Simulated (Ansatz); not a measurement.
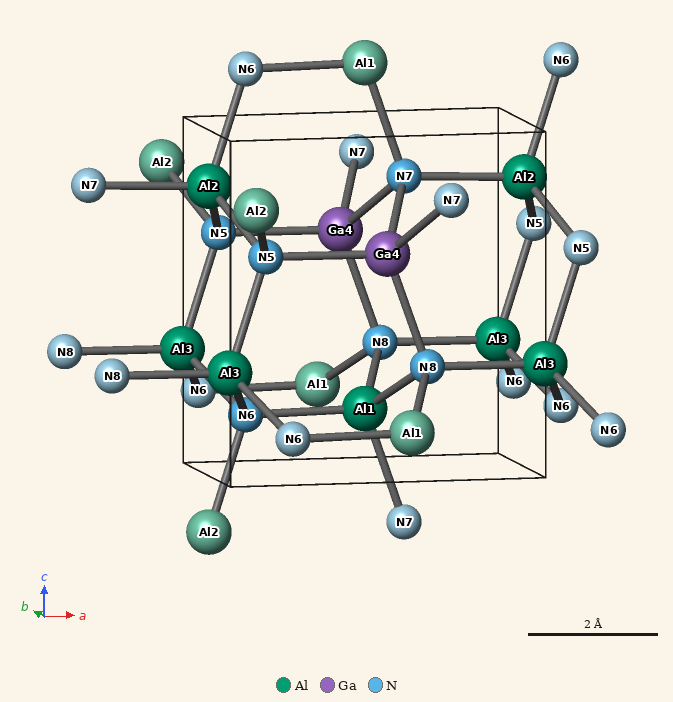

Figure 1. The input geometry of run 1 (ball-and-stick view of the cell of the calculation, seen slightly off an axis; neighbours outside the cell are drawn fainter; atoms are numbered from 1 in the order of the input). An atom can appear more than once, as a periodic image.

**Two runs on Al₃GaN₄**

System: Al₃GaN₄ (8 atoms in the cell).
Method of run 1: DFT PBEsol, scalar-relativistic, plane waves, PAW, no spin polarisation (Ansatz 0.2.0).

The structure derives from a Materials Project entry. Text and figures count atoms from 1; the logs count them from 0 in places.

**The input, run 1**
```yaml
crystal:
  lattice:
    - [5.0434079713, 0.0, 0.0001149907]
    - [0.0, 3.1300738974, 0.0]
    - [-0.0032362569, 0.0, 5.4179919474]
  atoms:
    - { symbol: Al, position: [0.5006624663, 0.5, 0.1783966913] }
    - { symbol: Al, position: [0.0069061256, 0.5, 0.8345254195] }
    - { symbol: Al, position: [-0.0027713028, 0.0, 0.3296920056] }
    - { symbol: Ga, position: [0.4978018533, 0.0, 0.6605606874] }
    - { symbol: "N", position: [0.1120042866, 0.0, 0.6622254595] }
    - { symbol: "N", position: [0.1231032753, 0.5, 0.1703212478] }
    - { symbol: "N", position: [0.6254062975, 0.5, 0.8472925696] }
    - { symbol: "N", position: [0.6245594666, 0.0, 0.3312834634] }
basis:
  ecutwfc: 420
kpoints:
  mp_grid: { grid: [6, 8, 4] }
hamiltonian:
  xc: pbesol
scf:
  occupations: { method: gaussian, width: 0.05 }
output:
  forces: true
  stress: true
  eigenvalues: true
  write_density: true
  write_potential: true
  elf: true
  volumetric_format: npy
```

Launched with:
```bash
ansatz run input.yaml --threads 2 --pin off --max-ram 5120MiB --backend cpu --events-out ev --progress --plain --runs-dir out
```

Hardware: 2 threads of AMD EPYC (Zen 5), 32 GiB of memory available, shared host.

**Output, shortened to warnings, some set-up lines, iterations and results (run 1)**
```
Basis set: ecut = 420 eV, 1681 PW (Γ), exchange–correlation on 72×48×80 points (8 copies of the dense FFT grid, shifted against one another)
Symmetry: 2 space group operations
k-points: 70 of 192 (time reversal used)
Initial density: superposition of atomic densities (neutral atoms: chi_scale 0, normalization atom), corrected by the library's trained network
[...]
SCF iter   1: F=—  HF=-6840.641250 eV  |F-HF|=—  |Δ(HF+E_count)|=         —  Δρ=1.11e-2  dr2=1.10e-1  ethr=1.77e-3  ⟨swp⟩=6.4  Hψ=9979  notcnv=0  defer=16
SCF iter   2: F=—  HF=-6840.609754 eV  |F-HF|=—  |Δ(HF+E_count)|=   3.15e-2  Δρ=1.74e-3  dr2=2.74e-3  ethr=2.62e-4  ⟨swp⟩=2.4  Hψ=3767  notcnv=0  defer=226
SCF iter   3: F=—  HF=-6840.609338 eV  |F-HF|=—  |Δ(HF+E_count)|=   4.15e-4  Δρ=9.18e-4  dr2=7.43e-4  ethr=6.53e-6  ⟨swp⟩=1.8  Hψ=2564  notcnv=0  defer=226
SCF iter   4: F=—  HF=-6840.609217 eV  |F-HF|=—  |Δ(HF+E_count)|=   1.22e-4  Δρ=2.32e-4  dr2=4.81e-5  ethr=1.77e-6  ⟨swp⟩=2.7  Hψ=3215  notcnv=0  defer=226
SCF iter   5: F=—  HF=-6840.609052 eV  |F-HF|=—  |Δ(HF+E_count)|=   1.65e-4  Δρ=9.74e-5  dr2=7.63e-6  ethr=1.14e-7  ⟨swp⟩=2.0  Hψ=3265  notcnv=0  defer=226
SCF iter   6: F=—  HF=-6840.609052 eV  |F-HF|=—  |Δ(HF+E_count)|=   7.03e-9  Δρ=2.87e-5  dr2=8.17e-7  ethr=1.82e-8  ⟨swp⟩=2.1  Hψ=2986  notcnv=0  defer=226
SCF iter   7: F=-6840.609052 eV  HF=-6840.609052 eV  |F-HF|=2.88e-8  |Δ(HF+E_count)|=   1.52e-7  Δρ=8.84e-6  dr2=6.84e-8  ethr=2.38e-10  ⟨swp⟩=13.2  Hψ=15194  notcnv=0
SCF 1 converged in 7 iterations: F = -6840.609052 eV  dr2 = 6.84e-8
SCF converged after 7 iterations
Free energy (F): -6840.609052 eV
Harris-Foulkes:  -6840.609052 eV  (|F-HF|=2.88e-8)
Internal energy: -6840.609052 eV  (E = F + TS)
E sigma→0 (E₀):  -6840.609052 eV
Fermi energy:    9.511144 eV
--- Per-component energies (eV) ---
  E_band       = 22.990944
  E_kinetic    = 722.836526
  E_local      = -3164.571264  (includes V_loc(G=0)·N_el)
  E_nonlocal   = 642.502126
  E_hartree    = 1392.761107
  E_xc         = -429.749621
  E_vxc        = -456.253244  (∫ρ·V_xc dr)
  E_paw        = -3809.208885  (= ΣΔE_a)
  E_vpaw       = -507.037930  (= ΣTr[D̂ρ^β])
  E_aug_tail   = 0.000281  (compensation charges beyond the density's cutoff)
  E_ewald      = -2196.212113
  E_core_change = 1.032790  (= ΣΔE_core)
  E_smearing   = -0.000000  (= −TS)
  E_closure    = 0.000000  (closes the sum)
  Σ components = -6840.609052   (vs F -6840.609052, Δ=0.00e0)
--- Forces (eV/Å), atoms counted from 1 ---
  atom   1  Al    -0.05758680    -0.00000000    -1.00095155
  atom   2  Al    -0.47671242     0.00000000     0.03781937
  atom   3  Al     0.35956387     0.00000000     0.16530473
  atom   4  Ga     0.29999644     0.00000000     1.39985642
  atom   5  N     -0.04067273     0.00000000     0.19817130
  atom   6  N     -0.02985560    -0.00000000    -0.14982563
  atom   7  N     -0.00834314    -0.00000000    -0.34400437
  atom   8  N     -0.04636230    -0.00000000    -0.30639381
  max |Σ_I F_I| component: 2.73e-5 eV/Å
--- Stress (GPa, compression-positive) ---
        0.312065       0.000000      -0.689673
        0.000000      -0.659999       0.000000
       -0.689688       0.000000       0.728514
  P = ⅓ Tr σ = 0.1269 GPa (1.269 kbar)
```

The input of run 2 differs as follows (lines with − go, lines with + come):
```diff
-    - { symbol: Al, position: [0.5006624663, 0.5, 0.1783966913] }
-    - { symbol: Al, position: [0.0069061256, 0.5, 0.8345254195] }
-    - { symbol: Al, position: [-0.0027713028, 0.0, 0.3296920056] }
-    - { symbol: Ga, position: [0.4978018533, 0.0, 0.6605606874] }
-    - { symbol: "N", position: [0.1120042866, 0.0, 0.6622254595] }
-    - { symbol: "N", position: [0.1231032753, 0.5, 0.1703212478] }
-    - { symbol: "N", position: [0.6254062975, 0.5, 0.8472925696] }
-    - { symbol: "N", position: [0.6245594666, 0.0, 0.3312834634] }
+    - { symbol: Al, position: [0.5010948904, 0.5, 0.1894638162] }
+    - { symbol: Al, position: [0.0128915476, 0.5, 0.8342452457] }
+    - { symbol: Al, position: [-0.0066306707, 0.0, 0.3276913771] }
+    - { symbol: Ga, position: [0.4961819929, 0.0, 0.6549204732] }
+    - { symbol: "N", position: [0.1128360994, 0.0, 0.6581216686] }
+    - { symbol: "N", position: [0.1237522269, 0.5, 0.1734846308] }
+    - { symbol: "N", position: [0.6256891152, 0.5, 0.8543927842] }
+    - { symbol: "N", position: [0.6259307352, 0.0, 0.3362740924] }
```

What does this change do to the results?

With the same functional and potentials, run 2 lies 29.7 meV per atom higher. The gap on the mesh goes from 3.29 to 2.98 eV. The pressure goes from 0.13 to 0.64 GPa. The largest force goes from 1.432 to 2.952 eV/Å. The number of SCF iterations is the same.

**Output, shortened to warnings, some set-up lines, iterations and results (run 2)**
```
Basis set: ecut = 420 eV, 1681 PW (Γ), exchange–correlation on 72×48×80 points (8 copies of the dense FFT grid, shifted against one another)
Symmetry: 2 space group operations
k-points: 70 of 192 (time reversal used)
Initial density: superposition of atomic densities (neutral atoms: chi_scale 0, normalization atom), corrected by the library's trained network
[...]
SCF iter   1: F=—  HF=-6840.403582 eV  |F-HF|=—  |Δ(HF+E_count)|=         —  Δρ=1.11e-2  dr2=1.10e-1  ethr=1.77e-3  ⟨swp⟩=6.4  Hψ=10074  notcnv=0  defer=15
SCF iter   2: F=—  HF=-6840.372164 eV  |F-HF|=—  |Δ(HF+E_count)|=   3.14e-2  Δρ=1.75e-3  dr2=2.72e-3  ethr=2.62e-4  ⟨swp⟩=2.4  Hψ=3773  notcnv=0  defer=219
SCF iter   3: F=—  HF=-6840.371773 eV  |F-HF|=—  |Δ(HF+E_count)|=   3.91e-4  Δρ=9.27e-4  dr2=7.31e-4  ethr=6.46e-6  ⟨swp⟩=2.0  Hψ=2814  notcnv=0  defer=219
SCF iter   4: F=—  HF=-6840.371669 eV  |F-HF|=—  |Δ(HF+E_count)|=   1.04e-4  Δρ=3.27e-4  dr2=1.02e-4  ethr=1.74e-6  ⟨swp⟩=2.4  Hψ=2998  notcnv=0  defer=219
SCF iter   5: F=—  HF=-6840.371625 eV  |F-HF|=—  |Δ(HF+E_count)|=   4.46e-5  Δρ=9.77e-5  dr2=8.09e-6  ethr=2.43e-7  ⟨swp⟩=2.0  Hψ=3271  notcnv=0  defer=219
SCF iter   6: F=—  HF=-6840.371595 eV  |F-HF|=—  |Δ(HF+E_count)|=   3.00e-5  Δρ=3.90e-5  dr2=1.36e-6  ethr=1.93e-8  ⟨swp⟩=2.0  Hψ=3252  notcnv=0  defer=219
SCF iter   7: F=-6840.371594 eV  HF=-6840.371594 eV  |F-HF|=1.91e-8  |Δ(HF+E_count)|=   3.90e-7  Δρ=9.02e-6  dr2=7.19e-8  ethr=2.38e-10  ⟨swp⟩=11.3  Hψ=14296  notcnv=0
SCF 1 converged in 7 iterations: F = -6840.371594 eV  dr2 = 7.19e-8
SCF converged after 7 iterations
Free energy (F): -6840.371594 eV
Harris-Foulkes:  -6840.371594 eV  (|F-HF|=1.91e-8)
Internal energy: -6840.371594 eV  (E = F + TS)
E sigma→0 (E₀):  -6840.371594 eV
Fermi energy:    9.635952 eV
--- Per-component energies (eV) ---
  E_band       = 22.973204
  E_kinetic    = 722.920840
  E_local      = -3165.271397  (includes V_loc(G=0)·N_el)
  E_nonlocal   = 642.478125
  E_hartree    = 1392.941466
  E_xc         = -429.807900
  E_vxc        = -456.317989  (∫ρ·V_xc dr)
  E_paw        = -3809.023177  (= ΣΔE_a)
  E_vpaw       = -506.710036  (= ΣTr[D̂ρ^β])
  E_aug_tail   = 0.000251  (compensation charges beyond the density's cutoff)
  E_ewald      = -2195.642592
  E_core_change = 1.032790  (= ΣΔE_core)
  E_smearing   = -0.000000  (= −TS)
  E_closure    = 0.000000  (closes the sum)
  Σ components = -6840.371594   (vs F -6840.371594, Δ=0.00e0)
--- Forces (eV/Å), atoms counted from 1 ---
  atom   1  Al    -0.16654300    -0.00000000    -1.96356798
  atom   2  Al    -0.88177821     0.00000000     0.08860104
  atom   3  Al     0.77247105     0.00000000     0.29086469
  atom   4  Ga     0.47230456     0.00000000     2.91393048
  atom   5  N     -0.09161895     0.00000000     0.40348058
  atom   6  N     -0.05379125    -0.00000000    -0.29220632
  atom   7  N     -0.00238102    -0.00000000    -0.68180141
  atom   8  N     -0.04865598    -0.00000000    -0.75932777
  max |Σ_I F_I| component: 2.67e-5 eV/Å
--- Stress (GPa, compression-positive) ---
        0.934971      -0.000000      -1.690457
       -0.000000      -0.816511       0.000000
       -1.690465       0.000000       1.798378
  P = ⅓ Tr σ = 0.6389 GPa (6.389 kbar)
```

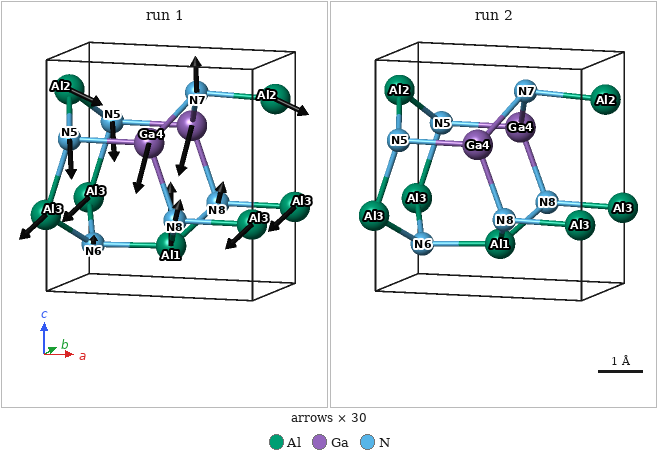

Figure 2. The two input geometries at one scale (ball-and-stick view of the cell of the calculation, seen slightly off an axis). The black arrows on the first give the shifts of the atoms relative to the cell, with their mean removed, magnified 30 times. The largest move is that of Al1, 0.050 Å. Largest moves by element: Al 0.050 Å, Ga 0.042 Å, N 0.032 Å. (The mean shift of all atoms is removed.) The lattice vectors keep their values. Among the contacts that change: Ga4–N8 1.895 → 1.847 Å, Ga4–N7 1.971 → 2.011 Å, Al2–N7 1.925 → 1.956 Å, Al3–N8 1.880 → 1.854 Å.

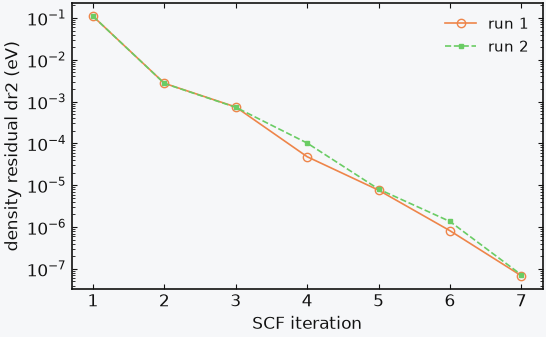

Figure 3. Convergence of the two runs: density residual dr2 against the SCF iteration. Run 1 takes 7 iterations in all, and run 2 takes 7.

**The two runs side by side**

| quantity | run 1 | run 2 |
| --- | --- | --- |
| outcome | converged | converged |
| free energy per atom (eV) | −855.0761 | −855.0464 |
| gap on the mesh (eV) | 3.29 | 2.98 |
| pressure (GPa) | 0.13 | 0.64 |
| largest force (eV/Å) | 1.432 | 2.952 |
| SCF iterations | 7 | 7 |
| irreducible k-points | 70 | 70 |
| plane waves at Γ | 1681 | 1681 |
| wall time (shared host) | 3.2 s | 3.3 s |
